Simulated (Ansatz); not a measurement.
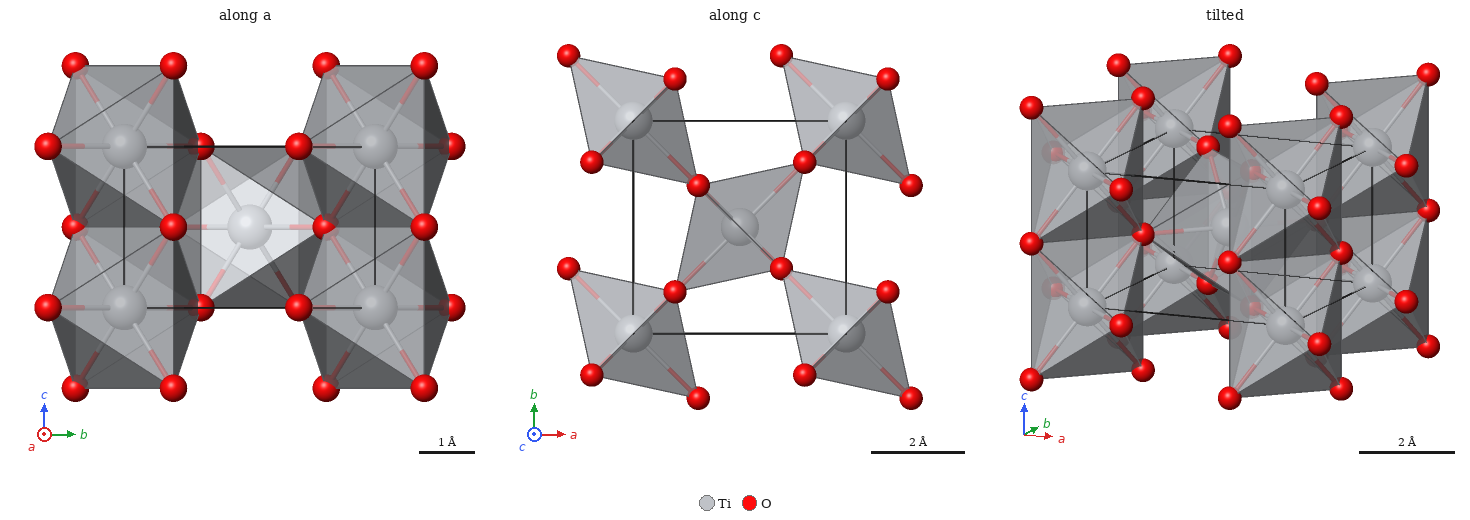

We look at a polyhedral model of the crystal along the a axis, along the c axis and slightly off an axis. The lines enclose the conventional unit cell; boundary atoms appear with their images. Some atoms of the next cells are drawn as well. Cell: a = 4.597 Å, b = 4.597 Å, c = 2.954 Å, α = 90.00°, β = 90.00°, γ = 90.00°.

Describe the crystal.

The material is TiO₂. The symmetry is that of P4_2/mnm (No. 136), on a primitive tetragonal lattice. The structure is of the kind named rutile. The cell has 6 atoms, namely 2 Ti, 4 O. The polyhedra are TiO6 octahedra; they share corners and edges. Ti is linked to six O in a distorted octahedral arrangement at about 1.9 Å. O is coordinated by three Ti at about 1.9 Å. Not all metal-metal contacts are counted. The bonds build a three-dimensional framework.

It goes back to a structure listed in the Materials Project. The picture shows the end point of a geometry optimisation with DFT r2SCAN, scalar-relativistic, plane waves, PAW (Ansatz).
